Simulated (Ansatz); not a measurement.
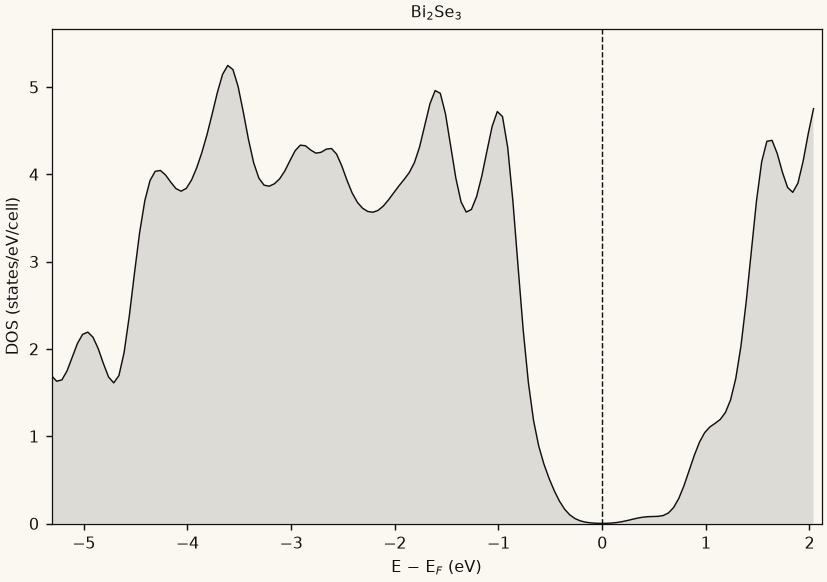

Density of states. Energies are counted from the Fermi level, put mid-gap where there is a gap. The curve is built from the levels of the k mesh with Gaussians 0.3 eV wide, which also blur the band edges.

System: Bi$_{2}$Se$_{3}$, space group R-3m (No. 166), 5 atoms in the cell, tetradymite type.

```xyz
5
Lattice="2.0712 1.1958 9.7543 -2.0712 1.1958 9.7543 0.0000 -2.3916 9.7543" Properties=species:S:1:pos:R:3 pbc="T T T"
Bi    0.0000    0.0000   11.6860
Bi    0.0000    0.0000   17.5770
Se    0.0000    0.0000    6.2658
Se    0.0000    0.0000   22.9972
Se    0.0000    0.0000    0.0000
```

Ansatz 0.2.0; DFT, r2SCAN, plane waves, PAW, no spin polarisation, 8×8×8 k mesh, 500 eV cutoff.

Q: Metal or insulator, going by the density of states?

A: There is a gap; over the k points computed it is 0.62 eV (direct among those points).

Spin-orbit coupling is left out, which matters for Bi.
